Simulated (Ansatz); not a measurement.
Input of the run:

```yaml
crystal:
  lattice:
    - [1.765105025, -6.759281535, 0.0]
    - [1.765105025, 6.759281535, 0.0]
    - [0.0, 0.0, 3.56517397]
  atoms:
    - { symbol: Ti, position: [0.10311808, 0.89688192, 0.25] }
    - { symbol: Ti, position: [0.89688192, 0.10311808, 0.75] }
    - { symbol: Si, position: [0.75031482, 0.24968518, 0.25] }
    - { symbol: Si, position: [0.24968518, 0.75031482, 0.75] }
    - { symbol: Si, position: [0.44174855, 0.55825145, 0.25] }
    - { symbol: Si, position: [0.55825145, 0.44174855, 0.75] }
hamiltonian:
  xc: pbesol
  pseudopotentials: { kind: paw }
  hubbard: { sites: [{ species: Ti, l: d, u_eff: 4.0 }] }
kpoints:
  mp_grid: { grid: [8, 8, 8] }
scf:
  occupations: { method: fermi_dirac, width: 0.05 }
  n_extra_bands: 15
output:
  forces: true
  stress: true
  eigenvalues: true
  dos: { projected: true, de: 0.05, nscf_kmesh: { grid: [12, 12, 12] } }
  write_density: true
  write_potential: true
  elf: true
  volumetric_format: npy
```

System: TiSi$_{2}$, space group Cmcm, 6 atoms in the primitive cell.

Ansatz 0.2.0; PBEsol, Ti d U = 4 eV, Ansatz PAW, no spin polarisation, no spin-orbit coupling, 8×8×8 k mesh in the self-consistent step, 420 eV cutoff, Fermi-Dirac smearing of 0.05 eV.

Predict the main features of the density of states.

It is a metal. The density of states at the Fermi level is about 1.5 per eV and cell (mean within 0.25 eV), or 0.25 per atom. By projected weight, the states within 0.3 eV of the Fermi level are Ti (78 %) and Si (22 %). The tallest peak in the window is at 2.4 eV.

The density of states comes from the program's own step for it, whose mesh and broadening can differ from those of the self-consistent step. The PAW data sets were made with another functional. The cell comes from a database of computed structures, and whether it is the stable form of this composition wasn't checked.

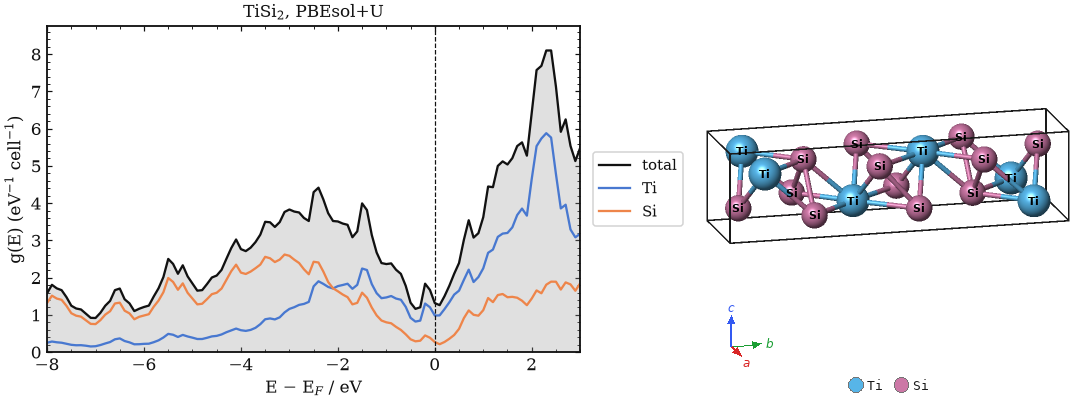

Density of states, beside the structure. Energies are counted from the Fermi level. The partial curves are projected on Löwdin-orthogonalised atomic shells.
